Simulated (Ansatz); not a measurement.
# V_H in MgH2 (P4_2/mnm): do finer grids matter?, part 2 of 2

Aim: the (0/−1) level of V_H in MgH2 (P4_2/mnm) as a function of the real-space grids and precision, with the cost of each choice. The model is a cell of 72 host atoms with 1 H taken out; the atoms are relaxed once and then held.

Ansatz 0.2.0; plane-wave PAW DFT; relaxations with PBE, then single points with PBE, on supercells at fixed charge in a uniform background.

So far: The starting structure; Relaxing both charge states, PBE.

**3. First setting: xc grid 1, density cutoff 4×**

Exchange and correlation are summed on a grid, and the density has a cutoff of its own. Both cost time, so it pays to know whether the level notices them.

qm1.x1r4auto/input.yaml reads:

```yaml
crystal:
  checkpoint: "../qm1.relax.run"
  host: checkpoint
total_charge: -1
basis:
  ecutwfc: 420
  xc_grid: 1
  ecutrho_ratio: 4
  precision: auto
hamiltonian:
  xc: pbe
  pseudopotentials: { kind: paw, azcp: { folder: soft_1 } }
kpoints:
  mp_grid: { grid: [1, 1, 1] }
scf:
  occupations: { method: fixed }
  max_iter: 100
output:
  forces: true
  charged_corrections:
    epsilon: [4.15, 4.15, 4.2]
    static_epsilon: [11.83, 11.83, 8.63]
    defect_position: [0.402171, 0.597829, 0.5]
  eigenvalues: true
checkpoint:
  write: "../qm1.x1r4auto.run"
  compress: false
  write_wavefunctions: false
  write_every: 100000
```

The run is started by

```console
$ ansatz run input.yaml --threads 4 --pin off --max-ram 17899MiB --backend cpu --events-out ev --progress --plain --runs-dir out
```

Numbers of over 12 decimals in the logs are rounded to 6 here.

Output:

```text
[...]
crystal.checkpoint: the structure is that of <dir>, a `relax` run, at its step 4: its result, under pbe at a charge of -1 e; 71 atoms read, 0 with a starting moment; no density is read with it (checkpoint.read); crystal.structure_sha256 for this input is
[...]
Crystal: 71 atoms, lattice volume = 737.477 Å³
Basis set: ecut = 420 eV, 14371 PW (Γ)
Bands: 215, of which v1, the nominal top of the filled ones, is band 144 counted from 1 (143 counted from 0)
Symmetry: 1 space group operations
[...]
k-points: 1
[...]
SCF iter   1: F=—  HF=-46937.109517 eV  |F-HF|=—  |Δ(HF+E_count)|=         —  Δρ=7.99e-2  dr2=4.16e1  ethr=3.10e-3  ⟨swp⟩=5.0  Hψ=692  notcnv=0  defer=64
[...]
SCF iter   3: F=—  HF=-46923.135870 eV  |F-HF|=—  |Δ(HF+E_count)|=    3.04e0  Δρ=4.25e-3  dr2=6.39e-2  ethr=3.10e-3  ⟨swp⟩=2.0  Hψ=210  notcnv=0  defer=15
automatic band count: iteration 3 solves 166 bands in place of 215: the levels show a gap, and the empty bands left out lie too high to hold charge; the band table lists the bands solved (type scf.n_extra_bands for more)
SCF iter   4: F=—  HF=-46923.209546 eV  |F-HF|=—  |Δ(HF+E_count)|=   7.37e-2  Δρ=5.43e-4  dr2=1.62e-3  ethr=2.22e-5  ⟨swp⟩=2.0  Hψ=242  notcnv=0  defer=20
[...]
SCF iter   7: F=-46923.212381 eV  HF=-46923.212381 eV  |F-HF|=5.36e-8  |Δ(HF+E_count)|=   2.55e-6  Δρ=4.45e-6  dr2=9.14e-8  ethr=3.47e-11  ⟨swp⟩=9.0  Hψ=838  notcnv=0
SCF 1 converged in 7 iterations: F = -46923.212381 eV  dr2 = 9.14e-8
[...]
SCF converged after 7 iterations
Free energy (F): -46923.212381 eV
[...]
Internal energy: -46923.212381 eV  (E = F + TS)
E sigma→0 (E₀):  -46923.212381 eV
Fermi energy:    4.296599 eV
[...]
--- Forces (eV/Å), atoms counted from 1 ---
  atom   1  Mg    -0.00479468    -0.00435609    -0.00265868
  atom   2  Mg    -0.00077104     0.00105353     0.00012291
  [... 6 atoms left out ...]
  atom   9  H     -0.00058487     0.00504963     0.00194262
  [... 5 atoms left out ...]
  atom  15  H      0.00402017     0.00379536    -0.00227856
  [... 9 atoms left out ...]
  atom  25  Mg    -0.00887634     0.00947437    -0.00167435
  [... 1 atom left out ...]
  atom  27  H      0.00282887    -0.00196858     0.00393348
  atom  28  H      0.00140448    -0.00312061     0.00592471
  [... 3 atoms left out ...]
  atom  32  H      0.00371428    -0.00199108    -0.00276224
  [... 1 atom left out ...]
  atom  34  H      0.00059119    -0.00479103    -0.00290659
  [... 12 atoms left out ...]
  atom  47  H     -0.01202371     0.00962337     0.00127648
  [... 13 atoms left out ...]
  atom  61  Mg     0.00598577    -0.00724856    -0.00378530
  [... 5 atoms left out ...]
  atom  67  Mg     0.00505653    -0.00560885     0.00106293
  [... 4 atoms left out ...]
  max |Σ_I F_I| component: 4.95e-4 eV/Å
[...]
F Makov-Payne    = n/a  (the rows are of the electrons' constant alone; ansatz place-levels tells what screens the charge)
[...]
--- Band table (eV) ---
[...]
```

The job ended after 1.2 s (4 threads of AMD EPYC 9R45, shared host; peak memory 0.77 GiB; 4 s of CPU time).

In the SCF lines HF is the Harris–Foulkes energy and dr2 the Hartree energy of the density residual, in eV; the loop may stop once dr2 is under the threshold and the program's other checks hold. Hψ counts applications of the Hamiltonian.

Both charges and the host at this setting go to place-levels, which corrects for the image charge and aligns the potentials.

levels.x1r4auto.yaml reads:

```yaml
host:
  run: host.x1r4auto.run
states: [qm1.x1r4auto.run, q0_M1.x1r4auto.run]
geometry_from:
  qm1.x1r4auto.run: qm1.relax.run
  q0_M1.x1r4auto.run: q0_M1.relax.run
  host.x1r4auto.run: host.relax.run
```

The run is started by

```console
$ ansatz place-levels levels.x1r4auto.yaml -- --threads 4 --pin off --max-ram 17899MiB
```

Output:

```text
(0/-1) 3.123 eV above the valence edge, 0.580 eV under the conduction edge
  edges by pbe, gap 3.703 eV; the host is sampled to repeats of 9.03 Å
  the defect's cells are sampled to repeats of 9.03 Å, like sampling
  charge 0: +0.000 eV for its dipole among its images, +0.000 omitted
  charge -1: -46923.0133 eV with its correction of +0.199 eV, at epsilon [11.83, 11.83, 8.63], aligned at sites: +0.0114 eV, mean over 39 atomic sites at or beyond 4.52 Å from the defect at [0.4022, 0.5978, 0.5000], with +0.000000 for the charge's moments and [...]
  of states[1] (q0_M1.x1r4auto.run): its only k-point is the zone centre, where a defect's energies can be off by tenths of an eV or more: see "From the zone centre to a mesh" in the quickstart
  of states[0] (qm1.x1r4auto.run): how wide its charge is, is not read beside other atoms or cores, and a band state would take no correction. [...]
```

Elapsed: 0.08 s, on 4 threads.

At this setting the gap is 3.703 eV and (0/−1) lies 3.123 eV above the valence top.

**4. The other settings**

In the defect's inputs only the studied keys change. One input of each further setting:

qm1.x2r4auto/input.yaml, as its differences from qm1.x1r4auto/input.yaml of step 3:

```diff
@@ -6,3 +6,3 @@
   ecutwfc: 420
-  xc_grid: 1
+  xc_grid: 2
   ecutrho_ratio: 4
@@ -25,3 +25,3 @@
 checkpoint:
-  write: "../qm1.x1r4auto.run"
+  write: "../qm1.x2r4auto.run"
   compress: false
```

qm1.x3r4auto/input.yaml, as its differences from qm1.x2r4auto/input.yaml of step 4:

```diff
@@ -6,3 +6,3 @@
   ecutwfc: 420
-  xc_grid: 2
+  xc_grid: 3
   ecutrho_ratio: 4
@@ -25,3 +25,3 @@
 checkpoint:
-  write: "../qm1.x2r4auto.run"
+  write: "../qm1.x3r4auto.run"
   compress: false
```

qm1.x2r6auto/input.yaml, as its differences from qm1.x3r4auto/input.yaml of step 4:

```diff
@@ -6,4 +6,4 @@
   ecutwfc: 420
-  xc_grid: 3
-  ecutrho_ratio: 4
+  xc_grid: 2
+  ecutrho_ratio: 6
   precision: auto
@@ -25,3 +25,3 @@
 checkpoint:
-  write: "../qm1.x3r4auto.run"
+  write: "../qm1.x2r6auto.run"
   compress: false
```

Xc grid 2, density cutoff 6×: no level is given: the program refused to place it, or it failed a test of edges or alignment.

qm1.x2r9auto/input.yaml, as its differences from qm1.x2r6auto/input.yaml of step 4:

```diff
@@ -7,3 +7,3 @@
   xc_grid: 2
-  ecutrho_ratio: 6
+  ecutrho_ratio: 9
   precision: auto
@@ -25,3 +25,3 @@
 checkpoint:
-  write: "../qm1.x2r6auto.run"
+  write: "../qm1.x2r9auto.run"
   compress: false
```

qm1.x2r4f64/input.yaml, as its differences from qm1.x2r9auto/input.yaml of step 4:

```diff
@@ -7,4 +7,4 @@
   xc_grid: 2
-  ecutrho_ratio: 9
-  precision: auto
+  ecutrho_ratio: 4
+  precision: f64
 hamiltonian:
@@ -25,3 +25,3 @@
 checkpoint:
-  write: "../qm1.x2r9auto.run"
+  write: "../qm1.x2r4f64.run"
   compress: false
```

qm1.x1r3auto/input.yaml, as its differences from qm1.x2r4f64/input.yaml of step 4:

```diff
@@ -6,5 +6,5 @@
   ecutwfc: 420
-  xc_grid: 2
-  ecutrho_ratio: 4
-  precision: f64
+  xc_grid: 1
+  ecutrho_ratio: 3
+  precision: auto
 hamiltonian:
@@ -25,3 +25,3 @@
 checkpoint:
-  write: "../qm1.x2r4f64.run"
+  write: "../qm1.x1r3auto.run"
   compress: false
```

**5. Result against cost**

Times of the states on 4 threads of AMD EPYC 9R45, shared host; the host is run again at each setting:

| real-space grids and precision | gap (eV) | (0/−1) above the valence top (eV) | under the conduction bottom (eV) | level less that at xc grid 2, density cutoff 9× (meV) | time, both charge states | time, host and placing | peak memory of a state (GiB) |
| --- | --- | --- | --- | --- | --- | --- | --- |
| xc grid 1, density cutoff 4× | 3.703 | 3.123 | 0.580 | 0 | 3.9 s | 6 s | 1.1 |
| xc grid 2, density cutoff 4× | 3.703 | 3.123 | 0.580 | 0 | 4.2 s | 6.1 s | 1.1 |
| xc grid 3, density cutoff 4× | 3.703 | 3.123 | 0.580 | 0 | 5 s | 6.2 s | 1.3 |
| xc grid 2, density cutoff 9× | 3.703 | 3.123 | 0.580 | 0 | 5.8 s | 1.1 s | 1.8 |
| xc grid 2, density cutoff 4×, double precision | 3.703 | 3.123 | 0.580 | 0 | 5.5 s | 6.2 s | 1.0 |
| xc grid 1, density cutoff 3× | 3.703 | 3.123 | 0.580 | 0 | 3.9 s | 1.1 s | 1.1 |

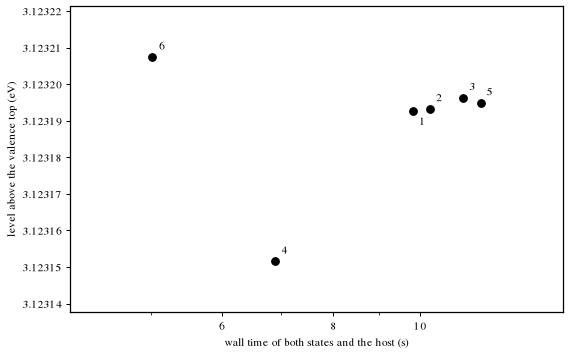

The level against the time spent. Points are numbered: 1 xc grid 1, density cutoff 4×; 2 xc grid 2, density cutoff 4×; 3 xc grid 3, density cutoff 4×; 4 xc grid 2, density cutoff 9×; 5 xc grid 2, density cutoff 4×, double precision; 6 xc grid 1, density cutoff 3×.

**6. Outcome**

```
(0/minus 1) level, xc grid 1, density cutoff 4×                   : 3.12 eV
(0/minus 1) level, xc grid 2, density cutoff 4×                   : 3.12 eV
(0/minus 1) level, xc grid 3, density cutoff 4×                   : 3.12 eV
(0/minus 1) level, xc grid 2, density cutoff 9×                   : 3.12 eV
(0/minus 1) level, xc grid 2, density cutoff 4×, double precision : 3.12 eV
(0/minus 1) level, xc grid 1, density cutoff 3×                   : 3.12 eV
```

In words: Over the settings in the table the level spans 0.000 eV; 5 of the 5 other distinct settings kept lie within 0.02 eV of the reference (xc grid 2, density cutoff 9×, 3.12 eV); times on a shared host scatter too much to rank them. Only the charges −1 and 0 were run, each from one start, so (0/−1) need not be a change between stable states. The host ran in cells of different size at different settings, so its times don't compare. Limits: sampling at the zone centre alone can move energies of charged and open-shell states by tenths of an eV or more in cells of this size; PBE makes the gap too small and tends to spread out bound carriers.

[Logs are printed without paths, hosts, clocks, repeated set-up lines and the standing remarks that a program may print on its own settings, such as how far it seeks lower states.]

[Hosts, paths, dates, database ids (printed as entryN), source tags and the programs' standing remarks are cut or masked in the printed files.]

[Where a table of states has a column of steps, it counts the stored structures, which are thinned; the runs took as many ionic steps or more.]

[For some hosts the program warned that the k-mesh of the response run may be too coarse for force constants and the static dielectric constant; such warnings are not shown here.]
